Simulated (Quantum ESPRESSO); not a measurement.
# 1T-HfS2, 2 layers, AA stacking, stepped through biaxial strain, part 3 of 6

Wanted: a table for 1T-HfS2, 2 layers, AA stacking against biaxial strain, and what can be fitted to it.

Quantum ESPRESSO 7.5; plane-wave DFT, PBE, GBRV ultrasoft pseudopotentials.

So far. Step 2 (Variable-cell relaxation of the reference):  The last row is no step: it is a fresh SCF in the final cell with a new plane-wave basis, -1 meV from the row before. Step 3 (Relaxing the ions, -4 %): The relaxation lowers the energy by 19 meV an atom.

## Step 5: Potential by pp.x, -4 %

plot_num = 11 writes the bare and Hartree potential, from which vacuum levels or, in a crystal, the mean potential are read.

Input file m0.pot.in:

```
&inputpp
  prefix = 'm0.scf'
  outdir = './out'
  filplot = 'm0.pot.dat'
  plot_num = 11
/
```

Command:

```console
$ OMP_NUM_THREADS=1 mpirun -n 4 pp.x -in m0.pot.in > m0.pot.out
```

Output:

```text
[banner, memory and clock lines left out]
Program POST-PROC v.7.5 starts

          URL

     ./out/m0.scf.save/

     IMPORTANT: XC functional enforced from input :
     Exchange-correlation= PBE
                           (   1   4   3   4   0   0   0)
     Any further DFT definition will be discarded
     Please, verify this is what you really want

     Check: negative core charge=   -0.000016

     negative rho (up, down):  2.205E-01 0.000E+00

     Calling punch_plot, plot_num =  11
     Writing data to file  m0.pot.dat
     Message from routine chdens:
     namelist plot not found or invalid, exiting
```

Wall time 1.2 s (4 MPI ranks of Arm Neoverse V1, shared host); peak memory 0.16 GiB.

Numbers from this step:

```
slope of the potential above                                          : 2.96e-5 eV/Å
upper vacuum line continued to the top atoms, over the valence top    : 5.994 eV
slope of the potential below                                          : -1.82e-5 eV/Å
lower vacuum line continued to the bottom atoms, over the valence top : 5.994 eV
vacuum level at the upper face over the valence top of the mesh       : 5.994 eV
vacuum level at the lower face over the valence top of the mesh       : 5.994 eV
```

The potential energy, planar mean oscillates, so the rows of the table below give means over windows of 2.5 Å about each position, cut where the curve ends. Its maxima inside the range that stand out by 2 % of the span (Å: eV): 8.6: -5.48, 9.3: -5.88, 10.1: -5.54, 12.3: 5.05, 14.5: -5.54, 15.3: -5.88, 16.1: -5.48. Its minima: 7.9: -10.5, 9.0: -6.23, 9.7: -6.25, 10.8: -10.6, 13.8: -10.6, 14.9: -6.25, 15.6: -6.23, 16.8: -10.5.

Electrostatic potential energy of an electron; zero at the highest filled level of the SCF mesh. Table of potential energy, planar mean by z; means over each step:

```tsv
z (Å)	potential energy, planar mean (eV)
0.0	5.99
2.5	5.99
5.0	5.96
7.5	-2.65
10.0	-7.00
12.5	0.531
15.0	-6.60
17.5	-0.909
20.0	5.98
22.5	5.99
```

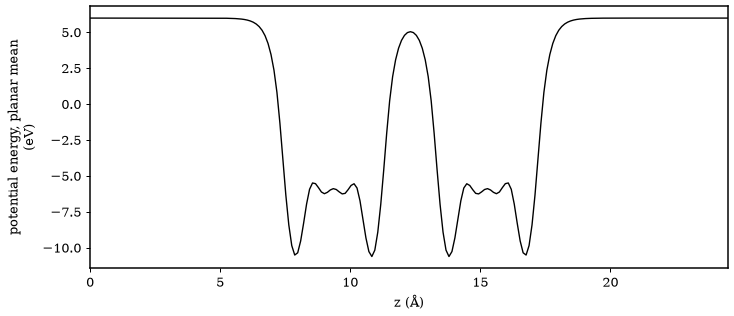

Potential energy, planar mean against z.

## Step 6: Bands along a path, -4 %

Bands along a path place the edges.

Input file m0.bands.in:

```
&control
  prefix = 'm0.bands'
  outdir = './out'
  pseudo_dir = './pseudo'
  calculation = 'bands'
/
&system
  ibrav = 0
  nat = 6
  ntyp = 2
  ecutwfc = 40
  ecutrho = 200
  occupations = 'smearing'
  smearing = 'fd'
  degauss = 0.002
  nbnd = 30
/
&electrons
  conv_thr = 1e-07
  mixing_beta = 0.4
  electron_maxstep = 120
  mixing_mode = 'plain'
/
ATOMIC_SPECIES
  S   32.0600  s_pbe_v1.4.uspp.F.UPF
  Hf  178.4900  hf_pbe_v1.uspp.F.UPF
CELL_PARAMETERS angstrom
  3.47186333664000 0.00000000000000 0.00000000000000
  -1.73593166880000 3.00672184800000 0.00000000000000
  0.00000000000000 0.00000000000000 24.62431838100000
ATOMIC_POSITIONS crystal
  S   0.666666666700 0.333333333300 0.318629599000
  Hf  0.000000000000 0.000000000000 0.380282206000
  S   0.333333333300 0.666666666700 0.441808372600
  S   0.666666666700 0.333333333300 0.558191627400
  Hf  0.000000000000 0.000000000000 0.619717794000
  S   0.333333333300 0.666666666700 0.681370401000
K_POINTS crystal_b
4
  0.0000000000 0.0000000000 0.0000000000 12
  0.5000000000 0.0000000000 0.0000000000 12
  0.3333333333 0.3333333333 0.0000000000 12
  0.0000000000 0.0000000000 0.0000000000 1
```

Command:

```console
$ cp -r out/m0.scf.save out/m0.bands.save
$ cp out/m0.scf.xml out/m0.bands.xml
$ OMP_NUM_THREADS=1 mpirun -n 4 pw.x -nk 4 -in m0.bands.in > m0.bands.out
```

Output:

```text
[banner, memory and clock lines left out]
Program PWSCF v.7.5 starts

          URL

     Atomic positions and unit cell read from directory:
     ./out/m0.bands.save/

     Message from routine setup:
     using ibrav=0 with symmetry is DISCOURAGED, use correct ibrav instead

     G-vector sticks info

     bravais-lattice index     =            0
     lattice parameter (alat)  =       6.5609  a.u.
     unit-cell volume          =    1734.6693 (a.u.)^3
     number of atoms/cell      =            6
     number of atomic types    =            2
     number of electrons       =        48.00
     number of Kohn-Sham states=           30
     kinetic-energy cutoff     =      40.0000  Ry
     charge density cutoff     =     200.0000  Ry
     Exchange-correlation= SLA  PW   PBE  PBE
                           (   1   4   3   4   0   0   0)

     celldm(1)=   6.560871  celldm(2)=   0.000000  celldm(3)=   0.000000
     celldm(4)=   0.000000  celldm(5)=   0.000000  celldm(6)=   0.000000

     crystal axes: (cart. coord. in units of alat)
               a(1) = (   1.000000   0.000000   0.000000 )
               a(2) = (  -0.500000   0.866025   0.000000 )
               a(3) = (   0.000000   0.000000   7.092537 )

     reciprocal axes: (cart. coord. in units 2 pi/alat)
               b(1) = (  1.000000  0.577350 -0.000000 )
               b(2) = (  0.000000  1.154701  0.000000 )
               b(3) = (  0.000000 -0.000000  0.140993 )

     PseudoPot. # 1 for S  read from file:
     ./pseudo/s_pbe_v1.4.uspp.F.UPF
     Pseudo is Ultrasoft + core correction, Zval =  6.0
     Generated by new atomic code, or converted to UPF format
     Using radial grid of  907 points,  6 beta functions with:
                l(1) =   0
                l(2) =   0
                l(3) =   1
                l(4) =   1
                l(5) =   2
                l(6) =   2
     Q(r) pseudized with  8 coefficients,  rinner =    1.300   1.300   1.300
                                                       1.300   1.300

     PseudoPot. # 2 for Hf read from file:
     ./pseudo/hf_pbe_v1.uspp.F.UPF
     Pseudo is Ultrasoft + core correction, Zval = 12.0
     Generated by new atomic code, or converted to UPF format
     Using radial grid of  921 points,  8 beta functions with:
                l(1) =   0
                l(2) =   0
                l(3) =   0
                l(4) =   1
                l(5) =   1
                l(6) =   2
                l(7) =   2
                l(8) =   3
     Q(r) pseudized with  6 coefficients,  rinner =    1.200   1.200   1.200
                                                       1.200   1.200   1.200
                                                       1.200

     atomic species   valence    mass     pseudopotential
     S                 6.00    32.06000     S ( 1.00)
     Hf               12.00   178.49000     Hf( 1.00)

     12 Sym. Ops., with inversion, found

   Cartesian axes

     site n.     atom                  positions (alat units)
         1        S      tau(   1) = (   0.5000000   0.2886751   2.2598921  )
         2        Hf     tau(   2) = (   0.0000000   0.0000000   2.6971655  )
         3        S      tau(   3) = (  -0.0000000   0.5773503   3.1335421  )
         4        S      tau(   4) = (   0.5000000   0.2886751   3.9589946  )
         5        Hf     tau(   5) = (   0.0000000   0.0000000   4.3953712  )
         6        S      tau(   6) = (  -0.0000000   0.5773503   4.8326446  )

     number of k points=    37  Fermi-Dirac smearing, width (Ry)=  0.0020
                       cart. coord. in units 2pi/alat
        k(    1) = (   0.0000000   0.0000000   0.0000000), wk =   0.0540541
        k(    2) = (   0.0416667   0.0240563   0.0000000), wk =   0.0540541
        k(    3) = (   0.0833333   0.0481125   0.0000000), wk =   0.0540541
        k(    4) = (   0.1250000   0.0721688   0.0000000), wk =   0.0540541
        k(    5) = (   0.1666667   0.0962250   0.0000000), wk =   0.0540541
        k(    6) = (   0.2083333   0.1202813   0.0000000), wk =   0.0540541
        k(    7) = (   0.2500000   0.1443376   0.0000000), wk =   0.0540541
        k(    8) = (   0.2916667   0.1683938   0.0000000), wk =   0.0540541
        k(    9) = (   0.3333333   0.1924501   0.0000000), wk =   0.0540541
        k(   10) = (   0.3750000   0.2165064   0.0000000), wk =   0.0540541
        k(   11) = (   0.4166667   0.2405626   0.0000000), wk =   0.0540541
        k(   12) = (   0.4583333   0.2646189   0.0000000), wk =   0.0540541
        k(   13) = (   0.5000000   0.2886751   0.0000000), wk =   0.0540541
        k(   14) = (   0.4861111   0.3127314   0.0000000), wk =   0.0540541
        k(   15) = (   0.4722222   0.3367877   0.0000000), wk =   0.0540541
        k(   16) = (   0.4583333   0.3608439   0.0000000), wk =   0.0540541
        k(   17) = (   0.4444444   0.3849002   0.0000000), wk =   0.0540541
        k(   18) = (   0.4305556   0.4089564   0.0000000), wk =   0.0540541
        k(   19) = (   0.4166667   0.4330127   0.0000000), wk =   0.0540541
        k(   20) = (   0.4027778   0.4570690   0.0000000), wk =   0.0540541
        k(   21) = (   0.3888889   0.4811252   0.0000000), wk =   0.0540541
        k(   22) = (   0.3750000   0.5051815   0.0000000), wk =   0.0540541
        k(   23) = (   0.3611111   0.5292377   0.0000000), wk =   0.0540541
        k(   24) = (   0.3472222   0.5532940   0.0000000), wk =   0.0540541
        k(   25) = (   0.3333333   0.5773503   0.0000000), wk =   0.0540541
        k(   26) = (   0.3055556   0.5292377   0.0000000), wk =   0.0540541
        k(   27) = (   0.2777778   0.4811252   0.0000000), wk =   0.0540541
        k(   28) = (   0.2500000   0.4330127   0.0000000), wk =   0.0540541
        k(   29) = (   0.2222222   0.3849002   0.0000000), wk =   0.0540541
        k(   30) = (   0.1944444   0.3367877   0.0000000), wk =   0.0540541
        k(   31) = (   0.1666667   0.2886751   0.0000000), wk =   0.0540541
        k(   32) = (   0.1388889   0.2405626   0.0000000), wk =   0.0540541
        k(   33) = (   0.1111111   0.1924501   0.0000000), wk =   0.0540541
        k(   34) = (   0.0833333   0.1443376   0.0000000), wk =   0.0540541
        k(   35) = (   0.0555556   0.0962250   0.0000000), wk =   0.0540541
        k(   36) = (   0.0277778   0.0481125   0.0000000), wk =   0.0540541
        k(   37) = (   0.0000000   0.0000000   0.0000000), wk =   0.0540541

     Dense  grid:    82907 G-vectors     FFT dimensions: (  30,  30, 216)

     Smooth grid:    59293 G-vectors     FFT dimensions: (  27,  27, 192)

     Check: negative core charge=   -0.000016

     The potential is recalculated from file :
     ./out/m0.bands.save/charge-density

     negative rho (up, down):  2.205E-01 0.000E+00
[...]
-1.9306  -1.8852  -1.6988  -1.5985  -1.0259  -0.4442  -0.2534  -0.0887
     1.6282   1.7810   5.4866   5.5020   5.8402   5.8455

          k = 0.4722 0.3368 0.0000 (  7376 PWs)   bands (ev):

   -60.8900 -60.8900 -29.7762 -29.7762 -29.5542 -29.5542 -29.5498 -29.5497
   -11.1788 -11.1130 -10.5649 -10.4956  -4.3338  -4.2937  -2.7983  -2.4876
    -1.9168  -1.8774  -1.7048  -1.6089  -0.9960  -0.4704  -0.4075  -0.2505
     1.7592   1.9253   5.4041   5.4348   5.7862   5.7930

          k = 0.4583 0.3608 0.0000 (  7384 PWs)   bands (ev):

   -60.8899 -60.8899 -29.7725 -29.7724 -29.5571 -29.5570 -29.5537 -29.5536
   -11.1546 -11.0899 -10.5711 -10.5053  -4.2796  -4.2446  -2.8107  -2.5315
    -1.8952  -1.8652  -1.7108  -1.6178  -0.9587  -0.6652  -0.4749  -0.4720
     1.9379   2.1238   5.3061   5.3475   5.6980   5.7059

          k = 0.4444 0.3849 0.0000 (  7372 PWs)   bands (ev):

   -60.8897 -60.8897 -29.7674 -29.7672 -29.5669 -29.5668 -29.5529 -29.5529
   -11.1219 -11.0589 -10.5796 -10.5188  -4.2048  -4.1769  -2.8282  -2.5878
    -1.8686  -1.8512  -1.7122  -1.6200  -0.9323  -0.9255  -0.7285  -0.5134
     2.1411   2.3485   5.2074   5.2574   5.5793   5.5868

          k = 0.4306 0.4090 0.0000 (  7396 PWs)   bands (ev):

   -60.8895 -60.8895 -29.7609 -29.7608 -29.5790 -29.5790 -29.5521 -29.5521
   -11.0817 -11.0210 -10.5905 -10.5358  -4.1102  -4.0916  -2.8504  -2.6511
    -1.8445  -1.8439  -1.7042  -1.6130  -1.2097  -0.9931  -0.8963  -0.5710
     2.3574   2.5837   5.1076   5.1727   5.4356   5.4401

          k = 0.4167 0.4330 0.0000 (  7396 PWs)   bands (ev):

   -60.8893 -60.8893 -29.7530 -29.7530 -29.5929 -29.5928 -29.5512 -29.5511
   -11.0355 -10.9778 -10.6035 -10.5562  -3.9971  -3.9899  -2.8758  -2.7159
    -1.8656  -1.8473  -1.6841  -1.5966  -1.4597  -1.2186  -0.8931  -0.6470
     2.5828   2.8217   5.0005   5.0936   5.2722   5.2733

          k = 0.4028 0.4571 0.0000 (  7384 PWs)   bands (ev):

   -60.8891 -60.8891 -29.7441 -29.7441 -29.6080 -29.6080 -29.5502 -29.5501
   -10.9851 -10.9313 -10.6184 -10.5795  -3.8736  -3.8669  -2.9027  -2.7773
    -1.9594  -1.9582  -1.6590  -1.5856  -1.5718  -1.3664  -0.9059  -0.7406
     2.8168   3.0591   4.8814   5.0110   5.0939   5.0996

          k = 0.3889 0.4811 0.0000 (  7394 PWs)   bands (ev):

   -60.8889 -60.8889 -29.7341 -29.7341 -29.6240 -29.6240 -29.5492 -29.5492
   -10.9325 -10.8837 -10.6348 -10.6053  -3.7446  -3.7216  -2.9291  -2.8316
    -2.1829  -2.1411  -1.6329  -1.5724  -1.5409  -1.4133  -0.9364  -0.8491
     3.0607   3.2947   4.7511   4.8743   4.9221   4.9556

          k = 0.3750 0.5052 0.0000 (  7384 PWs)   bands (ev):

   -60.8888 -60.8888 -29.7231 -29.7231 -29.6404 -29.6404 -29.5483 -29.5483
   -10.8804 -10.8379 -10.6522 -10.6329  -3.6058  -3.5630  -2.9536  -2.8760
    -2.4253  -2.3657  -1.5905  -1.5286  -1.5066  -1.4001  -0.9812  -0.9680
     3.3157   3.5265   4.6143   4.6839   4.7502   4.8586

          k = 0.3611 0.5292 0.0000 (  7372 PWs)   bands (ev):

   -60.8886 -60.8886 -29.7113 -29.7113 -29.6564 -29.6564 -29.5476 -29.5476
   -10.8319 -10.7976 -10.6696 -10.6606  -3.4621  -3.3937  -2.9767  -2.9101
    -2.6477  -2.5933  -1.5350  -1.4846  -1.4721  -1.3639  -1.0913  -1.0331
     3.5828   3.7475   4.4759   4.4912   4.5983   4.7565

          k = 0.3472 0.5533 0.0000 (  7396 PWs)   bands (ev):

   -60.8885 -60.8885 -29.6989 -29.6989 -29.6718 -29.6718 -29.5472 -29.5471
   -10.7916 -10.7697 -10.6847 -10.6840  -3.3260  -3.2172  -3.0069  -2.9417
    -2.8197  -2.7958  -1.4743  -1.4484  -1.4445  -1.3234  -1.2097  -1.0794
     3.8603   3.9305   4.3082   4.3380   4.5011   4.6472

          k = 0.3333 0.5774 0.0000 (  7410 PWs)   bands (ev):

   -60.8885 -60.8885 -29.6861 -29.6861 -29.6857 -29.6857 -29.5471 -29.5470
   -10.7674 -10.7674 -10.6922 -10.6922  -3.2525  -3.0436  -3.0436  -3.0435
    -2.8833  -2.8833  -1.4371  -1.4371  -1.4256  -1.2899  -1.2899  -1.0995
     4.0039   4.0847   4.2028   4.2028   4.5336   4.5336

          k = 0.3056 0.5292 0.0000 (  7390 PWs)   bands (ev):

   -60.8887 -60.8887 -29.7082 -29.7082 -29.6588 -29.6587 -29.5478 -29.5478
   -10.8214 -10.7777 -10.6896 -10.6827  -3.4082  -3.3293  -3.0137  -2.9121
    -2.6914  -2.6266  -1.5707  -1.5068  -1.4486  -1.2585  -1.1670  -1.0236
     3.8283   3.8578   3.9657   4.3052   4.7708   4.9219

          k = 0.2778 0.4811 0.0000 (  7393 PWs)   bands (ev):

   -60.8892 -60.8892 -29.7207 -29.7207 -29.6312 -29.6312 -29.5503 -29.5502
   -10.8940 -10.8104 -10.7313 -10.7086  -3.5095  -3.4859  -3.0219  -2.8585
    -2.3771  -2.2554  -1.6869  -1.5953  -1.5427  -1.2865  -0.9548  -0.8581
     3.6125   3.6367   3.7797   4.0925   5.3338   5.3447

          k = 0.2500 0.4330 0.0000 (  7413 PWs)   bands (ev):

   -60.8901 -60.8901 -29.7213 -29.7213 -29.6043 -29.6043 -29.5546 -29.5545
   -10.9833 -10.8414 -10.8217 -10.8006  -3.4877  -3.4591  -3.0570  -2.8074
    -2.1220  -1.9201  -1.7539  -1.6092  -1.5962  -1.3758  -0.7213  -0.6483
     3.4243   3.4569   3.6141   3.9070   5.6011   5.6474

          k = 0.2222 0.3849 0.0000 (  7421 PWs)   bands (ev):

   -60.8913 -60.8913 -29.7094 -29.7094 -29.5796 -29.5796 -29.5600 -29.5600
   -11.1236 -10.9610 -10.9168 -10.8624  -3.3424  -3.2653  -3.1020  -2.7743
    -2.1723  -1.7465  -1.6678  -1.5098  -1.4658  -1.4118  -0.4864  -0.4112
     3.2380   3.3313   3.4603   3.7516   5.6085   5.6777

          k = 0.1944 0.3368 0.0000 (  7411 PWs)   bands (ev):

   -60.8929 -60.8929 -29.6857 -29.6856 -29.5714 -29.5714 -29.5527 -29.5526
   -11.3301 -11.1689 -10.9827 -10.8781  -3.1655  -3.0930  -2.9490  -2.7386
    -2.3800  -1.8669  -1.4781  -1.3245  -1.2264  -1.2203  -0.2750  -0.1630
     3.0956   3.2268   3.3377   3.6165   5.4945   5.5259

          k = 0.1667 0.2887 0.0000 (  7417 PWs)   bands (ev):

   -60.8948 -60.8948 -29.6527 -29.6525 -29.5797 -29.5796 -29.5328 -29.5328
   -11.5711 -11.4050 -11.0291 -10.8867  -3.2337  -2.8990  -2.7888  -2.6076
    -2.3064  -1.9878  -1.3348  -1.1853  -0.9152  -0.9069  -0.1186   0.0731
     3.0135   3.1587   3.2663   3.4960   5.1157   5.2648

          k = 0.1389 0.2406 0.0000 (  7417 PWs)   bands (ev):

   -60.8967 -60.8967 -29.6134 -29.6133 -29.5891 -29.5889 -29.5152 -29.5151
   -11.8167 -11.6463 -11.0646 -10.8901  -3.4031  -2.9121  -2.7662  -2.4336
    -1.8800  -1.8630  -1.2213  -1.0813  -0.5538  -0.5298  -0.0467   0.2646
     2.9913   3.1367   3.2427   3.3946   4.6642   4.9102

          k = 0.1111 0.1925 0.0000 (  7435 PWs)   bands (ev):

   -60.8986 -60.8986 -29.5986 -29.5983 -29.5722 -29.5722 -29.5006 -29.5006
   -12.0451 -11.8722 -11.0924 -10.8904  -3.6356  -3.0487  -2.6272  -2.2994
    -1.6127  -1.5819  -0.9311  -0.8636  -0.2039  -0.1237  -0.0425   0.3781
     3.0091   3.1477   3.2274   3.3078   4.2386   4.5348

          k = 0.0833 0.1443 0.0000 (  7459 PWs)   bands (ev):

   -60.9002 -60.9002 -29.6069 -29.6066 -29.5338 -29.5338 -29.4893 -29.4893
   -12.2397 -12.0658 -11.1141 -10.8893  -3.8554  -3.2193  -2.3947  -2.1152
    -1.5487  -1.5405  -0.3988  -0.3969  -0.2309   0.2531   0.2583   0.4150
     3.0409   3.1568   3.1715   3.2208   3.8508   4.1746

          k = 0.0556 0.0962 0.0000 (  7467 PWs)   bands (ev):

   -60.9015 -60.9015 -29.6134 -29.6130 -29.5025 -29.5024 -29.4813 -29.4813
   -12.3878 -12.2137 -11.1298 -10.8878  -4.0278  -3.3660  -2.1006  -1.9016
    -1.5865  -1.5644  -0.5060   0.1229   0.2579   0.3405   0.5886   0.6586
     3.0655   3.0779   3.0998   3.1524   3.4995   3.8451

          k = 0.0278 0.0481 0.0000 (  7503 PWs)   bands (ev):

   -60.9023 -60.9023 -29.6177 -29.6173 -29.4821 -29.4820 -29.4765 -29.4765
   -12.4803 -12.3063 -11.1394 -10.8868  -4.1366  -3.4620  -1.7902  -1.7159
    -1.6238  -1.5981  -0.7829   0.1576   0.6980   0.7658   0.8303   0.9044
     2.9952   3.0190   3.0498   3.0525   3.2268   3.6143

          k = 0.0000 0.0000 0.0000 (  7497 PWs)   bands (ev):

   -60.9026 -60.9026 -29.6191 -29.6188 -29.4749 -29.4749 -29.4749 -29.4749
   -12.5117 -12.3378 -11.1427 -10.8865  -4.1737  -3.4953  -1.6383  -1.6383
    -1.6120  -1.6120  -0.9512   0.1109   0.9090   0.9090   0.9935   0.9935
     2.9641   2.9641   2.9880   2.9880   3.1577   3.5437

     XML data file, pseudopotentials, collected wavefunctions

                                        0.00s GPU  (     384 calls)
```

Run time: 46 s. Hardware: 4 MPI ranks; peak memory 0.44 GiB.

Read from the output:

| Item | Value |
| --- | --- |
| valence top, on the run's zero | 0.9935 eV |
| gap by band count | 0.5849 eV |

Band numbers count within the set of bands kept for display. The electronic bands at the labelled points (eV, zero at the highest filled level of the SCF mesh; v1 is the highest filled band, c1 the lowest empty one):

```tsv
point	v4	v3	v2	v1	c1	c2	c3	c4
Γ	-0.08	-0.08	0.00	0.00	1.97	1.97	1.99	1.99
M	-2.03	-1.43	-1.19	-1.02	0.59	0.73	4.53	4.53
K	-2.42	-2.28	-2.28	-2.09	3.01	3.09	3.21	3.21
Γ	-0.08	-0.08	0.00	0.00	1.97	1.97	1.99	1.99
```

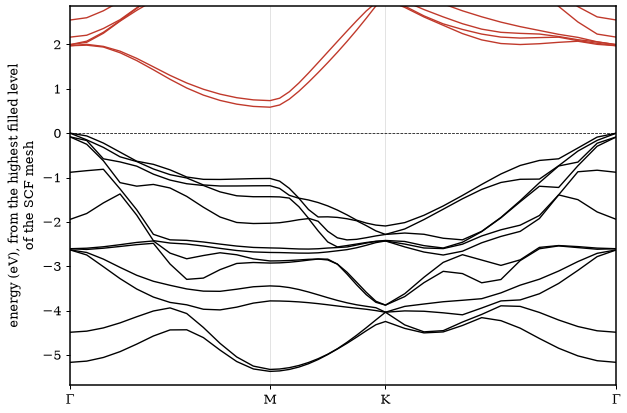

Electronic bands along the path; lines of filled and empty bands in two colours.

Along this path the valence top lies at Γ and the conduction bottom at M.

(Part 3 of 6 ends here.)

[Logs are printed without paths, hosts, clocks, repeated set-up lines and the standing remarks that a program may print on its own settings, such as how far it seeks lower states.]

[Hosts, paths, dates, database ids (printed as entryN), source tags and the programs' standing remarks are cut or masked in the printed files.]

[Maps of the electrostatic potential energy from Ansatz leave out the sawtooth potential of an applied field or a dipole correction, so their vacuum need not be flat; planar profiles and work functions include it.]
